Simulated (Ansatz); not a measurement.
## Run report: Zn4HO4, geometry relaxation (part 2 of 4)

Zn4HO4 (slab, 9 atoms in the cell); DFT PBEsol, scalar-relativistic, plane waves, PAW, spin-polarised (Ansatz 0.2.0); cutoff 420 eV, 9×9×1 k-mesh, Gaussian smearing of 0.05 eV, collinear spins. The structure derives from an entry of the Crystallography Open Database. The input holds or restrains some coordinates. It belongs to a series of runs on one base structure; here: H put at a top Zn site.

Geometry of the input (Å; fractional positions):
```
3.2300  0.0000  0.0000
-1.6150  2.7973  0.0000
0.0000  0.0000  27.4527
O  0.3333  0.6667  0.3096
Zn 0.6667  0.3333  0.3326
O  0.6667  0.3333  0.4046
Zn 0.3333  0.6667  0.4276
O  0.3333  0.6667  0.5031
Zn 0.6667  0.3333  0.5203
O  0.6667  0.3333  0.5986
Zn 0.3333  0.6667  0.6108
H  0.3333  0.6667  0.6669
```

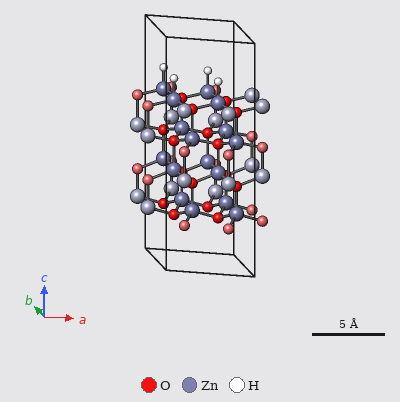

*The structure as given in the input (ball-and-stick view of the 2 × 2 repeat of the cell, with the vacuum cut short, seen slightly off an axis; neighbours outside the cell are drawn fainter).*

Output, continued:
```
SCF iter   1: F=—  HF=-15386.919983 eV  |F-HF|=—  |Δ(HF+E_count)|=         —  Δρ=4.47e-2 (↑4.47e-2 ↓4.39e-2)  dr2=2.99e1  dr2_m=9.26e-2  M=1.000 μB ∫|m|=1.003 μB  β_m=0.30  ethr=3.10e-3  p=-0.000 e·Å  D=-6.23e-7 V/Å  ΔV_dip=0.00 eV  dr2_dipole=4.87e0  V_vac-E_F(+/−)=7.72/7.72 eV  ⟨swp⟩=9.2  Hψ=5447  notcnv=0  defer=11
efield: sawtooth ramp at fractional position 0.9683 (placed from the atoms, in the widest stretch of the axis that holds none; the zero of the levels goes with the place), width 0.0400; the density the first Hamiltonian is built on has a dipole p = -0.000 e·Å; the dipole correction subtracts the counter field D = -6.23e-7 V/Å, which shifts the + side's vacuum level by +0.00 eV against the − side's; the planar-averaged density in the ramp window peaks in size at 1.9e-6 e/Å³
preconditioner: auto → Resta (q_TF=auto, 2.225 Å⁻¹)  ε∞=3.7  [insulator: Δε(μ)=0.527 eV  Ē_g=12.327 eV  σ=0.050 eV  W_gap=1.00  n_scr=18 (ndim 8)  ℏωp=20.1 eV  f_vac=0.564  D(μ)=0.00/eV (n_scr^D=0)  ε∞_Penn≈3.7  vacuum switching on, ρ_ref=1.1e-2 e/Å³]
spin=Collinear: Resta preconditioning applied to the charge; magnetization (m = ρ↑ − ρ↓) channel mixes plain (no charge-response kernel on spin).
SCF iter   2: F=—  HF=-15383.989893 eV  |F-HF|=—  |Δ(HF+E_count)|=    2.93e0  Δρ=3.36e-2 (↑2.52e-2 ↓3.36e-2)  dr2=5.34e1  dr2_m=2.61e-1  M=0.035 μB ∫|m|=0.244 μB  β_m=0.30  ethr=3.10e-3  p=0.315 e·Å  D=2.30e-1 V/Å  ΔV_dip=-6.30 eV  dr2_dipole=2.57e1  V_vac-E_F(+/−)=2.29/8.60 eV  ⟨swp⟩=3.9  Hψ=2565  notcnv=0  defer=67  κ⁻¹=1.0e0(r=1)
preconditioner: auto → LDOS  [metal: Δε(μ)=0.031 eV  Ē_g=11.701 eV  σ=0.050 eV  W_gap=0.34  n_scr=18 (ndim 8)  ℏωp=20.1 eV  f_vac=0.566  D(μ)=5.57/eV (n_scr^D=16)]
spin=Collinear: LDOS preconditioning applied to the charge; magnetization (m = ρ↑ − ρ↓) channel mixes plain (no charge-response kernel on spin).
SCF iter   3: F=—  HF=-15381.925887 eV  |F-HF|=—  |Δ(HF+E_count)|=    2.06e0  Δρ=2.26e-2 (↑2.18e-2 ↓2.26e-2)  dr2=7.98e0  dr2_m=2.47e-2  M=0.411 μB ∫|m|=0.426 μB  β_m=0.30  ethr=3.10e-3  p=0.104 e·Å  D=7.58e-2 V/Å  ΔV_dip=-2.08 eV  dr2_dipole=1.33e0  V_vac-E_F(+/−)=6.28/8.36 eV  ⟨swp⟩=2.8  Hψ=2273  notcnv=0  defer=69  κ⁻¹=7.2e-3(r=2)
SCF iter   4: F=—  HF=-15381.486786 eV  |F-HF|=—  |Δ(HF+E_count)|=   4.39e-1  Δρ=1.81e-2 (↑1.63e-2 ↓1.81e-2)  dr2=9.65e0  dr2_m=7.82e-2  M=0.988 μB ∫|m|=0.990 μB  β_m=1.00  ethr=3.10e-3  p=0.032 e·Å  D=2.37e-2 V/Å  ΔV_dip=-0.65 eV  dr2_dipole=3.97e0  V_vac-E_F(+/−)=7.15/7.80 eV  ⟨swp⟩=2.6  Hψ=1787  notcnv=0  defer=78  κ⁻¹=3.7e-3(r=3)
SCF iter   5: F=—  HF=-15381.467172 eV  |F-HF|=—  |Δ(HF+E_count)|=   1.96e-2  Δρ=2.58e-2 (↑1.60e-2 ↓2.58e-2)  dr2=2.63e1  dr2_m=2.60e-1  M=0.002 μB ∫|m|=0.177 μB  β_m=0.30  ethr=3.10e-3  p=0.168 e·Å  D=1.22e-1 V/Å  ΔV_dip=-3.36 eV  dr2_dipole=1.33e1  V_vac-E_F(+/−)=4.97/8.33 eV  ⟨swp⟩=2.8  Hψ=2010  notcnv=0  defer=73  κ⁻¹=6.6e-4(r=4)
SCF iter   6: F=—  HF=-15381.175865 eV  |F-HF|=—  |Δ(HF+E_count)|=   2.91e-1  Δρ=2.23e-2 (↑1.51e-2 ↓2.23e-2)  dr2=2.41e1  dr2_m=1.25e-1  M=0.003 μB ∫|m|=0.125 μB  β_m=0.30  ethr=3.10e-3  p=0.124 e·Å  D=9.05e-2 V/Å  ΔV_dip=-2.48 eV  dr2_dipole=1.22e1  V_vac-E_F(+/−)=5.72/8.20 eV  ⟨swp⟩=2.0  Hψ=1346  notcnv=0  defer=65  κ⁻¹=1.1e-4(r=5)
SCF iter   7: F=—  HF=-15381.101208 eV  |F-HF|=—  |Δ(HF+E_count)|=   7.47e-2  Δρ=2.04e-2 (↑1.54e-2 ↓2.04e-2)  dr2=2.35e1  dr2_m=5.92e-2  M=0.004 μB ∫|m|=0.091 μB  β_m=0.30  ethr=3.10e-3  p=0.109 e·Å  D=7.93e-2 V/Å  ΔV_dip=-2.18 eV  dr2_dipole=1.18e1  V_vac-E_F(+/−)=5.97/8.15 eV  ⟨swp⟩=1.1  Hψ=1066  notcnv=0  defer=62  κ⁻¹=6.1e-6(r=6)
SCF iter   8: F=—  HF=-15381.442942 eV  |F-HF|=—  |Δ(HF+E_count)|=   3.42e-1  Δρ=1.96e-2 (↑1.59e-2 ↓1.96e-2)  dr2=2.46e1  dr2_m=2.77e-2  M=0.003 μB ∫|m|=0.065 μB  β_m=0.30  ethr=3.10e-3  p=0.136 e·Å  D=9.92e-2 V/Å  ΔV_dip=-2.72 eV  dr2_dipole=1.25e1  V_vac-E_F(+/−)=5.50/8.23 eV  ⟨swp⟩=1.5  Hψ=1209  notcnv=0  defer=60  κ⁻¹=1.8e-6(r=7)
SCF iter   9: F=—  HF=-15381.829390 eV  |F-HF|=—  |Δ(HF+E_count)|=   3.86e-1  Δρ=1.93e-2 (↑1.67e-2 ↓1.93e-2)  dr2=2.63e1  dr2_m=1.33e-2  M=0.003 μB ∫|m|=0.047 μB  β_m=0.30  ethr=3.10e-3  p=0.167 e·Å  D=1.22e-1 V/Å  ΔV_dip=-3.34 eV  dr2_dipole=1.35e1  V_vac-E_F(+/−)=4.98/8.32 eV  ⟨swp⟩=1.4  Hψ=1149  notcnv=0  defer=65  κ⁻¹=1.8e-6(r=8)
SCF iter  10: F=—  HF=-15382.124949 eV  |F-HF|=—  |Δ(HF+E_count)|=   2.96e-1  Δρ=1.91e-2 (↑1.74e-2 ↓1.91e-2)  dr2=2.79e1  dr2_m=6.51e-3  M=0.003 μB ∫|m|=0.036 μB  β_m=0.30  ethr=3.10e-3  p=0.195 e·Å  D=1.42e-1 V/Å  ΔV_dip=-3.91 eV  dr2_dipole=1.43e1  V_vac-E_F(+/−)=4.52/8.43 eV  ⟨swp⟩=1.5  Hψ=1208  notcnv=0  defer=59  κ⁻¹=3.9e-6(r=8)
SCF iter  11: F=—  HF=-15382.010435 eV  |F-HF|=—  |Δ(HF+E_count)|=   1.15e-1  Δρ=1.86e-2 (↑1.73e-2 ↓1.86e-2)  dr2=2.74e1  dr2_m=3.14e-3  M=0.005 μB ∫|m|=0.029 μB  β_m=0.30  ethr=3.10e-3  p=0.181 e·Å  D=1.32e-1 V/Å  ΔV_dip=-3.63 eV  dr2_dipole=1.41e1  V_vac-E_F(+/−)=4.75/8.38 eV  ⟨swp⟩=1.0  Hψ=1148  notcnv=0  defer=60  κ⁻¹=2.1e-6(r=8)
SCF iter  12: F=—  HF=-15381.041942 eV  |F-HF|=—  |Δ(HF+E_count)|=   9.68e-1  Δρ=1.64e-2 (↑1.55e-2 ↓1.64e-2)  dr2=2.35e1  dr2_m=1.64e-3  M=0.008 μB ∫|m|=0.026 μB  β_m=0.30  ethr=3.10e-3  p=0.101 e·Å  D=7.34e-2 V/Å  ΔV_dip=-2.01 eV  dr2_dipole=1.19e1  V_vac-E_F(+/−)=6.35/8.37 eV  ⟨swp⟩=3.2  Hψ=1579  notcnv=0  defer=60  κ⁻¹=4.8e-6(r=8)
SCF iter  13: F=—  HF=-15380.659418 eV  |F-HF|=—  |Δ(HF+E_count)|=   3.83e-1  Δρ=1.11e-2 (↑1.11e-2 ↓9.96e-3)  dr2=6.52e0  dr2_m=9.98e-3  M=0.226 μB ∫|m|=0.226 μB  β_m=1.00  ethr=3.10e-3  p=0.065 e·Å  D=4.71e-2 V/Å  ΔV_dip=-1.29 eV  dr2_dipole=2.98e0  V_vac-E_F(+/−)=6.99/8.28 eV  ⟨swp⟩=1.3  Hψ=1261  notcnv=0  defer=67  κ⁻¹=5.1e-5(r=8)
SCF iter  14: F=—  HF=-15381.231018 eV  |F-HF|=—  |Δ(HF+E_count)|=   5.72e-1  Δρ=1.64e-2 (↑1.34e-2 ↓1.64e-2)  dr2=2.37e1  dr2_m=1.19e-2  M=0.033 μB ∫|m|=0.065 μB  β_m=0.30  ethr=3.10e-3  p=0.125 e·Å  D=9.09e-2 V/Å  ΔV_dip=-2.49 eV  dr2_dipole=1.24e1  V_vac-E_F(+/−)=5.79/8.29 eV  ⟨swp⟩=2.2  Hψ=1432  notcnv=0  defer=62  κ⁻¹=2.3e-5(r=8)
SCF iter  15: F=—  HF=-15381.612932 eV  |F-HF|=—  |Δ(HF+E_count)|=   3.82e-1  Δρ=1.62e-2 (↑1.25e-2 ↓1.62e-2)  dr2=2.45e1  dr2_m=8.97e-3  M=0.083 μB ∫|m|=0.104 μB  β_m=0.30  ethr=3.10e-3  p=0.171 e·Å  D=1.25e-1 V/Å  ΔV_dip=-3.43 eV  dr2_dipole=1.33e1  V_vac-E_F(+/−)=4.82/8.25 eV  ⟨swp⟩=2.2  Hψ=1318  notcnv=0  defer=60  κ⁻¹=3.1e-5(r=8)
SCF iter  16: F=—  HF=-15381.630950 eV  |F-HF|=—  |Δ(HF+E_count)|=   1.80e-2  Δρ=1.69e-2 (↑1.13e-2 ↓1.69e-2)  dr2=2.48e1  dr2_m=2.22e-2  M=0.190 μB ∫|m|=0.205 μB  β_m=0.30  ethr=3.10e-3  p=0.173 e·Å  D=1.26e-1 V/Å  ΔV_dip=-3.47 eV  dr2_dipole=1.34e1  V_vac-E_F(+/−)=4.85/8.32 eV  ⟨swp⟩=1.4  Hψ=1119  notcnv=0  defer=61  κ⁻¹=4.0e-5(r=8)
SCF iter  17: F=—  HF=-15381.764627 eV  |F-HF|=—  |Δ(HF+E_count)|=   1.34e-1  Δρ=1.85e-2 (↑1.03e-2 ↓1.85e-2)  dr2=2.53e1  dr2_m=5.74e-2  M=0.340 μB ∫|m|=0.351 μB  β_m=0.30  ethr=3.10e-3  p=0.185 e·Å  D=1.35e-1 V/Å  ΔV_dip=-3.70 eV  dr2_dipole=1.38e1  V_vac-E_F(+/−)=4.65/8.35 eV  ⟨swp⟩=1.0  Hψ=1057  notcnv=0  defer=61  κ⁻¹=2.1e-5(r=8)
SCF iter  18: F=—  HF=-15381.692510 eV  |F-HF|=—  |Δ(HF+E_count)|=   7.21e-2  Δρ=1.82e-2 (↑1.03e-2 ↓1.82e-2)  dr2=2.49e1  dr2_m=5.49e-2  M=0.408 μB ∫|m|=0.419 μB  β_m=0.30  ethr=3.10e-3  p=0.179 e·Å  D=1.31e-1 V/Å  ΔV_dip=-3.59 eV  dr2_dipole=1.36e1  V_vac-E_F(+/−)=4.76/8.36 eV  ⟨swp⟩=1.1  Hψ=1229  notcnv=0  defer=62  κ⁻¹=1.3e-5(r=8)
SCF iter  19: F=—  HF=-15382.070468 eV  |F-HF|=—  |Δ(HF+E_count)|=   3.78e-1  Δρ=2.27e-2 (↑9.96e-3 ↓2.27e-2)  dr2=2.64e1  dr2_m=1.55e-1  M=0.686 μB ∫|m|=0.697 μB  β_m=0.30  ethr=3.10e-3  p=0.204 e·Å  D=1.49e-1 V/Å  ΔV_dip=-4.09 eV  dr2_dipole=1.44e1  V_vac-E_F(+/−)=4.20/8.29 eV  ⟨swp⟩=1.7  Hψ=1141  notcnv=0  defer=63  κ⁻¹=1.6e-5(r=8)
SCF iter  20: F=—  HF=-15382.001759 eV  |F-HF|=—  |Δ(HF+E_count)|=   6.87e-2  Δρ=2.28e-2 (↑1.04e-2 ↓2.28e-2)  dr2=2.60e1  dr2_m=1.54e-1  M=0.802 μB ∫|m|=0.817 μB  β_m=0.30  ethr=3.10e-3  p=0.197 e·Å  D=1.44e-1 V/Å  ΔV_dip=-3.95 eV  dr2_dipole=1.42e1  V_vac-E_F(+/−)=4.26/8.21 eV  ⟨swp⟩=1.2  Hψ=1253  notcnv=0  defer=63  κ⁻¹=1.2e-5(r=8)
SCF iter  21: F=—  HF=-15381.662800 eV  |F-HF|=—  |Δ(HF+E_count)|=   3.39e-1  Δρ=2.23e-2 (↑1.10e-2 ↓2.23e-2)  dr2=2.44e1  dr2_m=1.16e-1  M=0.844 μB ∫|m|=0.863 μB  β_m=0.30  ethr=3.10e-3  p=0.167 e·Å  D=1.22e-1 V/Å  ΔV_dip=-3.34 eV  dr2_dipole=1.33e1  V_vac-E_F(+/−)=4.76/8.10 eV  ⟨swp⟩=1.7  Hψ=1077  notcnv=0  defer=63  κ⁻¹=2.3e-5(r=8)
SCF iter  22: F=—  HF=-15380.759590 eV  |F-HF|=—  |Δ(HF+E_count)|=   9.03e-1  Δρ=1.73e-2 (↑7.89e-3 ↓1.73e-2)  dr2=8.51e0  dr2_m=2.08e-1  M=0.069 μB ∫|m|=0.204 μB  β_m=1.00  ethr=3.10e-3  p=0.020 e·Å  D=1.49e-2 V/Å  ΔV_dip=-0.41 eV  dr2_dipole=4.44e0  V_vac-E_F(+/−)=6.63/7.04 eV  ⟨swp⟩=2.6  Hψ=1488  notcnv=1  defer=78  κ⁻¹=2.6e-6(r=8)
SCF iter  23: F=—  HF=-15380.814004 eV  |F-HF|=—  |Δ(HF+E_count)|=   5.44e-2  Δρ=2.00e-2 (↑7.75e-3 ↓2.00e-2)  dr2=2.15e1  dr2_m=1.33e-1  M=0.498 μB ∫|m|=0.514 μB  β_m=0.30  ethr=3.10e-3  p=0.109 e·Å  D=7.97e-2 V/Å  ΔV_dip=-2.19 eV  dr2_dipole=1.16e1  V_vac-E_F(+/−)=6.11/8.30 eV  ⟨swp⟩=2.2  Hψ=1449  notcnv=0  defer=58  κ⁻¹=2.5e-6(r=8)
SCF iter  24: F=—  HF=-15380.565118 eV  |F-HF|=—  |Δ(HF+E_count)|=   2.49e-1  Δρ=9.37e-3 (↑4.52e-3 ↓9.37e-3)  dr2=3.76e0  dr2_m=3.97e-2  M=0.425 μB ∫|m|=0.486 μB  β_m=1.00  ethr=3.10e-3  p=0.061 e·Å  D=4.43e-2 V/Å  ΔV_dip=-1.22 eV  dr2_dipole=1.95e0  V_vac-E_F(+/−)=6.66/7.87 eV  ⟨swp⟩=2.0  Hψ=1256  notcnv=0  defer=63  κ⁻¹=1.8e-6(r=8)
SCF iter  25: F=—  HF=-15380.624225 eV  |F-HF|=—  |Δ(HF+E_count)|=   5.91e-2  Δρ=5.93e-3 (↑4.64e-3 ↓5.93e-3)  dr2=2.96e0  dr2_m=1.15e-2  M=0.619 μB ∫|m|=0.640 μB  β_m=0.64  ethr=3.10e-3  p=0.096 e·Å  D=7.03e-2 V/Å  ΔV_dip=-1.93 eV  dr2_dipole=1.60e0  V_vac-E_F(+/−)=6.38/8.31 eV  ⟨swp⟩=1.5  Hψ=1151  notcnv=0  defer=68
Mixer restart at iter 25: flushing history
spin-set hold released at iteration 25 (site moments' squared step at or under half its running peak, from the soft ceiling on): the magnetisation degrees of freedom join the quasi-Newton model from the next iteration; the mixer history was flushed
SCF iter  26: F=—  HF=-15380.639052 eV  |F-HF|=—  |Δ(HF+E_count)|=   1.48e-2  Δρ=3.35e-3 (↑3.35e-3 ↓3.31e-3)  dr2=4.26e-1  dr2_m=1.71e-2  M=0.791 μB ∫|m|=0.813 μB  β_m=0.65  ethr=3.10e-3  p=0.094 e·Å  D=6.85e-2 V/Å  ΔV_dip=-1.88 eV  dr2_dipole=2.30e-1  V_vac-E_F(+/−)=6.37/8.25 eV  ⟨swp⟩=1.3  Hψ=1210  notcnv=0  defer=65
density mixer auto → msr1: a metal under ldos (density of states about μ 0.98 of a free-electron gas's, 18 screened modes)
SCF iter  27: F=—  HF=-15380.681164 eV  |F-HF|=—  |Δ(HF+E_count)|=   4.21e-2  Δρ=4.17e-3 (↑1.03e-3 ↓4.17e-3)  dr2=2.77e-1  dr2_m=1.37e-2  M=0.852 μB ∫|m|=0.897 μB  β_m=0.76  ethr=5.84e-4  p=0.091 e·Å  D=6.64e-2 V/Å  ΔV_dip=-1.82 eV  dr2_dipole=1.47e-1  V_vac-E_F(+/−)=6.26/8.08 eV  ⟨swp⟩=2.0  Hψ=1268  notcnv=0  defer=74
SCF iter  28: F=—  HF=-15380.688653 eV  |F-HF|=—  |Δ(HF+E_count)|=   7.49e-3  Δρ=4.57e-3 (↑4.66e-4 ↓4.57e-3)  dr2=5.62e-1  dr2_m=1.26e-2  M=0.804 μB ∫|m|=0.848 μB  β_m=0.22  ethr=3.80e-4  p=0.091 e·Å  D=6.62e-2 V/Å  ΔV_dip=-1.82 eV  dr2_dipole=3.01e-1  V_vac-E_F(+/−)=6.26/8.08 eV  ⟨swp⟩=1.4  Hψ=1202  notcnv=0  defer=76
SCF iter  29: F=—  HF=-15380.682686 eV  |F-HF|=—  |Δ(HF+E_count)|=   5.97e-3  Δρ=3.25e-3 (↑1.66e-3 ↓3.25e-3)  dr2=4.40e-1  dr2_m=6.42e-3  M=0.786 μB ∫|m|=0.810 μB  β_m=0.62  ethr=3.80e-4  p=0.094 e·Å  D=6.82e-2 V/Å  ΔV_dip=-1.87 eV  dr2_dipole=2.36e-1  V_vac-E_F(+/−)=6.25/8.12 eV  ⟨swp⟩=1.6  Hψ=1146  notcnv=0  defer=72
SCF iter  30: F=—  HF=-15380.681445 eV  |F-HF|=—  |Δ(HF+E_count)|=   1.24e-3  Δρ=1.54e-3 (↑8.62e-4 ↓1.54e-3)  dr2=2.46e-2  dr2_m=1.33e-3  M=0.561 μB ∫|m|=0.796 μB  β_m=0.71  ethr=3.80e-4  p=0.099 e·Å  D=7.23e-2 V/Å  ΔV_dip=-1.98 eV  dr2_dipole=1.17e-2  V_vac-E_F(+/−)=6.14/8.13 eV  ⟨swp⟩=1.9  Hψ=1141  notcnv=0  defer=72
SCF iter  31: F=—  HF=-15380.681534 eV  |F-HF|=—  |Δ(HF+E_count)|=   8.87e-5  Δρ=1.23e-3 (↑1.23e-3 ↓7.90e-4)  dr2=2.83e-2  dr2_m=1.39e-3  M=0.537 μB ∫|m|=0.746 μB  β_m=0.71  ethr=3.37e-5  p=0.103 e·Å  D=7.52e-2 V/Å  ΔV_dip=-2.06 eV  dr2_dipole=1.14e-2  V_vac-E_F(+/−)=6.13/8.20 eV  ⟨swp⟩=2.0  Hψ=1851  notcnv=0  defer=73
SCF iter  32: F=—  HF=-15380.684286 eV  |F-HF|=—  |Δ(HF+E_count)|=   2.75e-3  Δρ=2.00e-3 (↑2.00e-3 ↓1.30e-3)  dr2=1.54e-1  dr2_m=3.32e-3  M=0.414 μB ∫|m|=0.810 μB  β_m=0.71  ethr=3.37e-5  p=0.104 e·Å  D=7.58e-2 V/Å  ΔV_dip=-2.08 eV  dr2_dipole=7.67e-2  V_vac-E_F(+/−)=6.12/8.20 eV  ⟨swp⟩=1.7  Hψ=1101  notcnv=0  defer=73  recentre
SCF iter  33: F=—  HF=-15380.685166 eV  |F-HF|=—  |Δ(HF+E_count)|=   8.80e-4  Δρ=1.82e-3 (↑1.42e-3 ↓1.82e-3)  dr2=2.33e-1  dr2_m=1.38e-3  M=0.374 μB ∫|m|=0.834 μB  β_m=0.72  ethr=3.37e-5  p=0.103 e·Å  D=7.52e-2 V/Å  ΔV_dip=-2.07 eV  dr2_dipole=1.19e-1  V_vac-E_F(+/−)=6.11/8.17 eV  ⟨swp⟩=1.9  Hψ=1112  notcnv=0  defer=71
SCF iter  34: F=—  HF=-15380.682687 eV  |F-HF|=—  |Δ(HF+E_count)|=   2.48e-3  Δρ=1.02e-3 (↑1.02e-3 ↓5.69e-4)  dr2=2.53e-2  dr2_m=1.06e-3  M=0.543 μB ∫|m|=0.833 μB  β_m=0.71  ethr=3.37e-5  p=0.098 e·Å  D=7.15e-2 V/Å  ΔV_dip=-1.96 eV  dr2_dipole=1.41e-2  V_vac-E_F(+/−)=6.16/8.12 eV  ⟨swp⟩=1.4  Hψ=1078  notcnv=0  defer=71
SCF iter  35: F=—  HF=-15380.683363 eV  |F-HF|=—  |Δ(HF+E_count)|=   6.75e-4  Δρ=1.18e-3 (↑1.08e-3 ↓1.18e-3)  dr2=1.07e-1  dr2_m=7.94e-4  M=0.591 μB ∫|m|=0.827 μB  β_m=0.85  ethr=3.37e-5  p=0.098 e·Å  D=7.18e-2 V/Å  ΔV_dip=-1.97 eV  dr2_dipole=5.79e-2  V_vac-E_F(+/−)=6.17/8.14 eV  ⟨swp⟩=1.2  Hψ=1081  notcnv=0  defer=71  recentre
SCF iter  36: F=—  HF=-15380.682575 eV  |F-HF|=—  |Δ(HF+E_count)|=   7.88e-4  Δρ=3.71e-4 (↑2.62e-4 ↓3.71e-4)  dr2=6.30e-3  dr2_m=3.53e-5  M=0.481 μB ∫|m|=0.830 μB  β_m=0.75  ethr=3.37e-5  p=0.100 e·Å  D=7.32e-2 V/Å  ΔV_dip=-2.01 eV  dr2_dipole=2.73e-3  V_vac-E_F(+/−)=6.14/8.15 eV  ⟨swp⟩=1.3  Hψ=1048  notcnv=0  defer=71
SCF iter  37: F=—  HF=-15380.682474 eV  |F-HF|=—  |Δ(HF+E_count)|=   1.01e-4  Δρ=3.82e-4 (↑1.09e-4 ↓3.82e-4)  dr2=4.11e-3  dr2_m=7.08e-5  M=0.484 μB ∫|m|=0.832 μB  β_m=0.64  ethr=8.62e-6  p=0.100 e·Å  D=7.33e-2 V/Å  ΔV_dip=-2.01 eV  dr2_dipole=1.90e-3  V_vac-E_F(+/−)=6.13/8.14 eV  ⟨swp⟩=1.1  Hψ=1152  notcnv=0  defer=72
SCF iter  38: F=—  HF=-15380.682493 eV  |F-HF|=—  |Δ(HF+E_count)|=   1.94e-5  Δρ=1.76e-4 (↑1.76e-4 ↓1.07e-4)  dr2=5.99e-4  dr2_m=3.43e-5  M=0.508 μB ∫|m|=0.830 μB  β_m=0.71  ethr=5.63e-6  p=0.100 e·Å  D=7.33e-2 V/Å  ΔV_dip=-2.01 eV  dr2_dipole=3.40e-4  V_vac-E_F(+/−)=6.14/8.15 eV  ⟨swp⟩=1.1  Hψ=1075  notcnv=0  defer=72
SCF iter  39: F=—  HF=-15380.682492 eV  |F-HF|=—  |Δ(HF+E_count)|=   1.06e-6  Δρ=4.50e-5 (↑4.50e-5 ↓3.68e-5)  dr2=2.70e-5  dr2_m=1.23e-6  M=0.503 μB ∫|m|=0.829 μB  β_m=0.58  ethr=8.21e-7  p=0.101 e·Å  D=7.36e-2 V/Å  ΔV_dip=-2.02 eV  dr2_dipole=1.14e-5  V_vac-E_F(+/−)=6.13/8.15 eV  ⟨swp⟩=1.3  Hψ=1100  notcnv=0  defer=72
SCF iter  40: F=—  HF=-15380.682489 eV  |F-HF|=—  |Δ(HF+E_count)|=   3.20e-6  Δρ=4.57e-5 (↑3.60e-5 ↓4.57e-5)  dr2=4.29e-6  dr2_m=2.97e-6  M=0.502 μB ∫|m|=0.828 μB  β_m=0.49  ethr=3.08e-8  p=0.101 e·Å  D=7.38e-2 V/Å  ΔV_dip=-2.03 eV  dr2_dipole=7.40e-7  V_vac-E_F(+/−)=6.13/8.15 eV  ⟨swp⟩=23.4  Hψ=12250  notcnv=0
```
